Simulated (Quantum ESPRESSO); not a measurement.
Run report: B$_{6}$As, fields calculation (part 1 of 2)

The run: fields calculation of B$_{6}$As (P6/mmm, 7 atoms in the cell). Method and program: Kohn-Sham DFT of a periodic cell, LDA, PseudoDojo 0.4 SR PBE stringent, no spin polarisation (Quantum ESPRESSO 7.5).

The structure was made by swapping elements on the sites of another compound; it need not be a known phase.

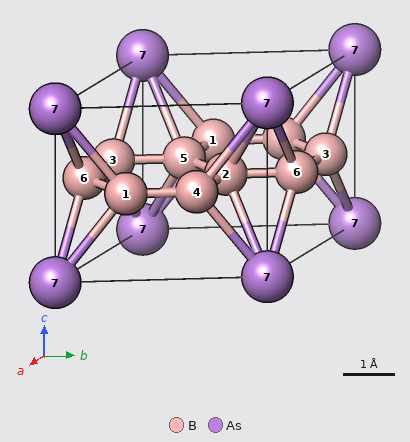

Figure 1. The structure (ball-and-stick view of the cell of the calculation, seen at an oblique angle; atoms are numbered from 1 in the order of the input). An atom can appear more than once, as a periodic image.

Input file
```
&CONTROL
  calculation = 'scf'
  prefix = 'pwscf'
  outdir = './tmp'
  pseudo_dir = './pseudo'
  tprnfor = .true.
  tstress = .true.
  disk_io = 'low'
/
&SYSTEM
  ibrav = 0
  nat = 7
  ntyp = 2
  ecutwfc = 104
  nbnd = 29
  input_dft = 'pz'
  occupations = 'smearing'
  smearing = 'fd'
  degauss = 0.00367493
/
&ELECTRONS
  conv_thr = 1.4d-09
  electron_maxstep = 120
  mixing_beta = 0.5
/
ATOMIC_SPECIES
B     10.8100 B.upf
As    74.9216 As.upf
CELL_PARAMETERS angstrom
   4.2620692300    0.0000000000    0.0000000000
  -2.1310346200    3.6910602300    0.0000000000
   0.0000000000    0.0000000000    3.6114891500
ATOMIC_POSITIONS angstrom
B     -0.7109395954    1.2313834988    1.8057445750
B      1.4200950180    2.4596767312    1.8057445750
B      1.4218791874    0.0000000000    1.8057445750
B     -1.4200950246    2.4596767312    1.8057445750
B      0.7109395920    1.2313834988    1.8057445750
B      2.8401900426    0.0000000000    1.8057445750
As     0.0000000000    0.0000000000    0.0000000000
K_POINTS automatic
7 7 7 0 0 0
```

File pp_density.in
```
&INPUTPP
  prefix = 'pwscf'
  outdir = './tmp'
  filplot = 'density.dat'
  plot_num = 0
/
&PLOT
  nfile = 1
  filepp(1) = 'density.dat'
  iflag = 3
  output_format = 6
  fileout = 'density.cube'
/
```

File pp_potential.in
```
&INPUTPP
  prefix = 'pwscf'
  outdir = './tmp'
  filplot = 'potential.dat'
  plot_num = 11
/
&PLOT
  nfile = 1
  filepp(1) = 'potential.dat'
  iflag = 3
  output_format = 6
  fileout = 'potential.cube'
/
```

File pp_elf.in
```
&INPUTPP
  prefix = 'pwscf'
  outdir = './tmp'
  filplot = 'elf.dat'
  plot_num = 8
/
&PLOT
  nfile = 1
  filepp(1) = 'elf.dat'
  iflag = 3
  output_format = 6
  fileout = 'elf.cube'
/
```

File pp_potential_ks.in
```
&INPUTPP
  prefix = 'pwscf'
  outdir = './tmp'
  filplot = 'potential_ks.dat'
  plot_num = 1
/
&PLOT
  nfile = 1
  filepp(1) = 'potential_ks.dat'
  iflag = 3
  output_format = 6
  fileout = 'potential_ks.cube'
/
```

Run on 1 thread of Intel Xeon (Granite Rapids), 16 GiB of memory available, shared host.

Command:
```bash
OMP_NUM_THREADS=1 pw.x -in pw.in > pw.out
OMP_NUM_THREADS=1 pp.x -in pp_density.in > pp_density.out
OMP_NUM_THREADS=1 pp.x -in pp_potential.in > pp_potential.out
OMP_NUM_THREADS=1 pp.x -in pp_elf.in > pp_elf.out
OMP_NUM_THREADS=1 pp.x -in pp_potential_ks.in > pp_potential_ks.out
```

Log
```
This program is part of the open-source Quantum ESPRESSO suite
     for quantum simulation of materials; please cite
         "P. Giannozzi et al., J. Phys.:Condens. Matter 21 395502 (2009);
         "P. Giannozzi et al., J. Phys.:Condens. Matter 29 465901 (2017);
         "P. Giannozzi et al., J. Chem. Phys. 152 154105 (2020);
          URL
     in publications or presentations arising from this work. More details at

     IMPORTANT: XC functional enforced from input :
     Exchange-correlation= PZ
                           (   1   1   0   0   0   0   0)
     Any further DFT definition will be discarded
     Please, verify this is what you really want

     Message from routine setup:
     using ibrav=0 with symmetry is DISCOURAGED, use correct ibrav instead

     G-vector sticks info
     --------------------
     sticks:   dense  smooth     PW     G-vecs:    dense   smooth      PW
     Sum        1867    1867    511                54987    54987    8189

     Using Slab Decomposition

     bravais-lattice index     =            0
     lattice parameter (alat)  =       8.0541  a.u.
     unit-cell volume          =     383.4022 (a.u.)^3
     number of atoms/cell      =            7
     number of atomic types    =            2
     number of electrons       =        41.00
     number of Kohn-Sham states=           29
     kinetic-energy cutoff     =     104.0000  Ry
     charge density cutoff     =     416.0000  Ry
     scf convergence threshold =      1.4E-09
     mixing beta               =       0.5000
     number of iterations used =            8  plain     mixing
     Exchange-correlation= PZ
                           (   1   1   0   0   0   0   0)

     celldm(1)=   8.054144  celldm(2)=   0.000000  celldm(3)=   0.000000
     celldm(4)=   0.000000  celldm(5)=   0.000000  celldm(6)=   0.000000

     crystal axes: (cart. coord. in units of alat)
               a(1) = (   1.000000   0.000000   0.000000 )
               a(2) = (  -0.500000   0.866025   0.000000 )
               a(3) = (   0.000000   0.000000   0.847356 )

     reciprocal axes: (cart. coord. in units 2 pi/alat)
               b(1) = (  1.000000  0.577350 -0.000000 )
               b(2) = (  0.000000  1.154701  0.000000 )
               b(3) = (  0.000000 -0.000000  1.180142 )

     PseudoPot. # 1 for B  read from file:
     B.upf
     Pseudo is Norm-conserving + core correction, Zval =  3.0
     Generated using ONCVPSP code by D. R. Hamann
     Using radial grid of 1534 points,  4 beta functions with:
                l(1) =   0
                l(2) =   0
                l(3) =   1
                l(4) =   1

     PseudoPot. # 2 for As read from file:
     As.upf
     Pseudo is Norm-conserving + core correction, Zval = 23.0
     Generated using ONCVPSP code by D. R. Hamann
     Using radial grid of 1358 points,  6 beta functions with:
                l(1) =   0
                l(2) =   0
                l(3) =   1
                l(4) =   1
                l(5) =   2
                l(6) =   2

     atomic species   valence    mass     pseudopotential
     B                 3.00    10.81000     B ( 1.00)
     As               23.00    74.92160     As( 1.00)

     24 Sym. Ops., with inversion, found

   Cartesian axes

     site n.     atom                  positions (alat units)
         1        B      tau(   1) = (  -0.1668062   0.2889168   0.4236779  )
         2        B      tau(   2) = (   0.3331938   0.5771086   0.4236779  )
         3        B      tau(   3) = (   0.3336124   0.0000000   0.4236779  )
         4        B      tau(   4) = (  -0.3331938   0.5771086   0.4236779  )
         5        B      tau(   5) = (   0.1668062   0.2889168   0.4236779  )
         6        B      tau(   6) = (   0.6663876   0.0000000   0.4236779  )
         7        As     tau(   7) = (   0.0000000   0.0000000   0.0000000  )

     number of k points=    32  Fermi-Dirac smearing, width (Ry)=  0.0037
                       cart. coord. in units 2pi/alat
        k(    1) = (   0.0000000   0.0000000   0.0000000), wk =   0.0058309
        k(    2) = (   0.0000000   0.0000000   0.1685917), wk =   0.0116618
        k(    3) = (   0.0000000   0.0000000   0.3371834), wk =   0.0116618
        k(    4) = (   0.0000000   0.0000000   0.5057750), wk =   0.0116618
        k(    5) = (   0.0000000   0.1649572   0.0000000), wk =   0.0349854
        k(    6) = (   0.0000000   0.1649572   0.1685917), wk =   0.0699708
        k(    7) = (   0.0000000   0.1649572   0.3371834), wk =   0.0699708
        k(    8) = (   0.0000000   0.1649572   0.5057750), wk =   0.0699708
        k(    9) = (   0.0000000   0.3299144   0.0000000), wk =   0.0349854
        k(   10) = (   0.0000000   0.3299144   0.1685917), wk =   0.0699708
        k(   11) = (   0.0000000   0.3299144   0.3371834), wk =   0.0699708
        k(   12) = (   0.0000000   0.3299144   0.5057750), wk =   0.0699708
        k(   13) = (   0.0000000   0.4948717   0.0000000), wk =   0.0349854
        k(   14) = (   0.0000000   0.4948717   0.1685917), wk =   0.0699708
        k(   15) = (   0.0000000   0.4948717   0.3371834), wk =   0.0699708
        k(   16) = (   0.0000000   0.4948717   0.5057750), wk =   0.0699708
        k(   17) = (   0.1428571   0.2474358   0.0000000), wk =   0.0349854
        k(   18) = (   0.1428571   0.2474358   0.1685917), wk =   0.0699708
        k(   19) = (   0.1428571   0.2474358   0.3371834), wk =   0.0699708
        k(   20) = (   0.1428571   0.2474358   0.5057750), wk =   0.0699708
        k(   21) = (   0.1428571   0.4123930   0.0000000), wk =   0.0699708
        k(   22) = (   0.1428571   0.4123930   0.1685917), wk =   0.1399417
        k(   23) = (   0.1428571   0.4123930   0.3371834), wk =   0.1399417
        k(   24) = (   0.1428571   0.4123930   0.5057750), wk =   0.1399417
        k(   25) = (   0.1428571   0.5773503   0.0000000), wk =   0.0349854
        k(   26) = (   0.1428571   0.5773503   0.1685917), wk =   0.0699708
        k(   27) = (   0.1428571   0.5773503   0.3371834), wk =   0.0699708
        k(   28) = (   0.1428571   0.5773503   0.5057750), wk =   0.0699708
        k(   29) = (   0.2857143   0.4948717   0.0000000), wk =   0.0349854
        k(   30) = (   0.2857143   0.4948717   0.1685917), wk =   0.0699708
        k(   31) = (   0.2857143   0.4948717   0.3371834), wk =   0.0699708
        k(   32) = (   0.2857143   0.4948717   0.5057750), wk =   0.0699708

     Dense  grid:    54987 G-vectors     FFT dimensions: (  54,  54,  45)

     Check: negative core charge=   -0.000007

     Initial potential from superposition of free atoms

     starting charge      40.9983, renormalised to      41.0000
     Starting wfcs are   37 randomized atomic wfcs

     Self-consistent Calculation

     iteration #  1     ecut=   104.00 Ry     beta= 0.50
     Davidson diagonalization with overlap
     ethr =  1.00E-02,  avg # of iterations =  3.4

     total energy              =    -642.88078444 Ry
     estimated scf accuracy    <       3.06835232 Ry

     iteration #  2     ecut=   104.00 Ry     beta= 0.50
     Davidson diagonalization with overlap
     ethr =  7.48E-03,  avg # of iterations =  2.9

     total energy              =    -643.67773550 Ry
     estimated scf accuracy    <       0.52998790 Ry

     iteration #  3     ecut=   104.00 Ry     beta= 0.50
     Davidson diagonalization with overlap
     ethr =  1.29E-03,  avg # of iterations =  2.8

     total energy              =    -643.79518428 Ry
     estimated scf accuracy    <       0.00889810 Ry

     iteration #  4     ecut=   104.00 Ry     beta= 0.50
     Davidson diagonalization with overlap
     ethr =  2.17E-05,  avg # of iterations =  8.3

     total energy              =    -643.79643680 Ry
     estimated scf accuracy    <       0.00076984 Ry

     iteration #  5     ecut=   104.00 Ry     beta= 0.50
     Davidson diagonalization with overlap
     ethr =  1.88E-06,  avg # of iterations =  3.7

     total energy              =    -643.79656704 Ry
     estimated scf accuracy    <       0.00008345 Ry

     iteration #  6     ecut=   104.00 Ry     beta= 0.50
     Davidson diagonalization with overlap
     ethr =  2.04E-07,  avg # of iterations =  2.1

     total energy              =    -643.79657995 Ry
     estimated scf accuracy    <       0.00000422 Ry

     iteration #  7     ecut=   104.00 Ry     beta= 0.50
     Davidson diagonalization with overlap
     ethr =  1.03E-08,  avg # of iterations =  3.4

     total energy              =    -643.79658136 Ry
     estimated scf accuracy    <       0.00000022 Ry

     iteration #  8     ecut=   104.00 Ry     beta= 0.50
     Davidson diagonalization with overlap
     ethr =  5.42E-10,  avg # of iterations =  2.9

     total energy              =    -643.79658140 Ry
     estimated scf accuracy    <       0.00000003 Ry

     iteration #  9     ecut=   104.00 Ry     beta= 0.50
     Davidson diagonalization with overlap
     ethr =  7.13E-11,  avg # of iterations =  2.8

     total energy              =    -643.79658141 Ry
     estimated scf accuracy    <          2.5E-09 Ry

     iteration # 10     ecut=   104.00 Ry     beta= 0.50
     Davidson diagonalization with overlap
     ethr =  6.07E-12,  avg # of iterations =  2.3

     End of self-consistent calculation

          k = 0.0000 0.0000 0.0000 (  6833 PWs)   bands (ev):

  -175.0162-118.3135-118.2631-118.2631 -25.3203 -25.2888 -25.2888 -25.2268
   -25.2268  -5.6170   1.8564   2.9140   2.9140   3.6004   4.2377   5.0823
     5.0823   6.2923  12.9502  12.9502  13.6605  13.6605  13.6639  13.6639
    14.5599  14.5599  15.4098  17.7027  20.9796

          k = 0.0000 0.0000 0.1686 (  6850 PWs)   bands (ev):

  -175.0162-118.3136-118.2631-118.2631 -25.3185 -25.2893 -25.2893 -25.2267
   -25.2267  -5.4143   1.3078   2.7464   3.0893   3.0893   4.2728   5.1533
     5.1533   7.8986  10.8476  10.8476  13.6646  13.6646  13.9891  13.9891
    14.4591  16.0612  16.0612  19.0628  21.3130

          k = 0.0000 0.0000 0.3372 (  6832 PWs)   bands (ev):

  -175.0162-118.3136-118.2631-118.2631 -25.3145 -25.2904 -25.2904 -25.2267
   -25.2267  -4.8125  -0.4676   2.6439   3.5768   3.5768   4.3536   5.3253
     5.3253   8.8390   8.8390   9.6871  12.9557  12.9557  13.7057  13.7057
    14.3257  18.8920  18.8920  19.7026  20.5188

          k = 0.0000 0.0000 0.5058 (  6856 PWs)   bands (ev):

  -175.0162-118.3136-118.2631-118.2631 -25.3113 -25.2913 -25.2913 -25.2267
   -25.2267  -3.8776  -2.1404   2.7637   4.1596   4.1596   4.4204   5.4782
     5.4782   7.4866   7.4866   9.9384  12.2821  12.2821  13.7241  13.7241
    16.6083  18.8512  19.5145  21.2909  21.2909

          k = 0.0000 0.1650 0.0000 (  6841 PWs)   bands (ev):

  -175.0162-118.3136-118.2631-118.2631 -25.3202 -25.2889 -25.2888 -25.2268
   -25.2267  -5.5040   0.8935   2.6868   3.0909   3.7695   4.1294   5.5531
     6.3130   6.4594  11.4736  12.2911  12.8572  12.8708  13.5334  13.7520
    14.6276  15.6209  16.8838  18.2520  20.3385

          k = 0.0000 0.1650 0.1686 (  6851 PWs)   bands (ev):

  -175.0162-118.3136-118.2631-118.2631 -25.3185 -25.2894 -25.2893 -25.2267
   -25.2266  -5.3005   0.8559   2.1824   2.8572   3.2634   4.3874   5.6253
     6.4520   7.9037  10.0128  10.5203  12.9991  13.1452  13.8284  14.4667
    14.8679  16.1935  16.2509  19.6211  21.1159

          k = 0.0000 0.1650 0.3372 (  6859 PWs)   bands (ev):

  -175.0162-118.3136-118.2631-118.2631 -25.3145 -25.2905 -25.2904 -25.2267
   -25.2266  -4.6963  -0.3762   1.6650   3.3278   3.3980   4.6814   5.8043
     6.5774   7.7516   8.5825  10.3654  12.9415  13.0455  13.2032  13.5871
    14.8383  18.2800  18.8276  20.4259  20.9094

          k = 0.0000 0.1650 0.5058 (  6871 PWs)   bands (ev):

  -175.0162-118.3136-118.2631-118.2631 -25.3112 -25.2913 -25.2913 -25.2266
   -25.2265  -3.7546  -2.0305   1.9106   3.5285   3.8787   5.0635   5.9870
     6.4997   6.7368   7.2492  10.6892  12.4155  12.9201  13.0791  13.2337
    16.7797  19.5890  19.6736  20.8125  21.1185

          k = 0.0000 0.3299 0.0000 (  6853 PWs)   bands (ev):

  -175.0162-118.3135-118.2631-118.2631 -25.3201 -25.2890 -25.2889 -25.2268
   -25.2264  -5.2084  -0.3191   2.3286   2.3298   4.2341   5.4760   6.6220
     6.6384   8.1331   9.6260  11.3752  11.4719  11.5435  12.8963  13.6605
    14.3670  17.5648  18.6700  19.2988  20.3032

          k = 0.0000 0.3299 0.1686 (  6858 PWs)   bands (ev):

  -175.0162-118.3136-118.2631-118.2631 -25.3184 -25.2895 -25.2894 -25.2267
   -25.2264  -5.0025  -0.2074   2.1335   2.4964   2.7152   5.8591   6.7010
     7.7020   8.1600   9.0271   9.9917  11.5078  11.7581  13.4831  14.2694
    15.0047  17.2828  18.0657  19.7966  21.5010

          k = 0.0000 0.3299 0.3372 (  6871 PWs)   bands (ev):

  -175.0162-118.3136-118.2631-118.2631 -25.3144 -25.2906 -25.2905 -25.2267
   -25.2263  -4.3896  -0.2594   0.5947   2.6406   2.9601   5.7332   6.8329
     6.8426   8.1654   8.2829  10.7103  11.5723  11.8867  12.9725  15.0726
    15.8452  17.8701  18.7141  20.9750  22.2383

          k = 0.0000 0.3299 0.5058 (  6866 PWs)   bands (ev):

  -175.0162-118.3136-118.2631-118.2631 -25.3111 -25.2915 -25.2913 -25.2266
   -25.2263  -3.4232  -1.7455   0.6817   2.7600   3.5048   5.0572   6.6355
     6.7509   7.1229   8.3662  10.7984  11.6268  11.9508  13.7046  14.5159
    17.1604  19.5248  19.9927  20.5575  21.8944

          k = 0.0000 0.4949 0.0000 (  6864 PWs)   bands (ev):

  -175.0162-118.3135-118.2631-118.2631 -25.3201 -25.2891 -25.2889 -25.2267
   -25.2262  -4.9057  -1.1256   1.9328   2.1138   4.7707   6.2956   7.4071
     8.0426   8.3593   9.3360   9.6854  10.0234  11.1478  12.3954  13.5826
    14.1676  18.3155  19.9150  21.3150  21.3297

          k = 0.0000 0.4949 0.1686 (  6866 PWs)   bands (ev):

  -175.0162-118.3136-118.2631-118.2631 -25.3183 -25.2896 -25.2894 -25.2267
   -25.2262  -4.6960  -0.9920   1.9079   2.2815   2.8814   6.6658   7.9061
     8.0718   8.7605   9.3814   9.5017  10.0199  10.1467  13.3354  13.6262
    15.0856  19.3077  19.4984  20.3468  21.8714

          k = 0.0000 0.4949 0.3372 (  6878 PWs)   bands (ev):
```
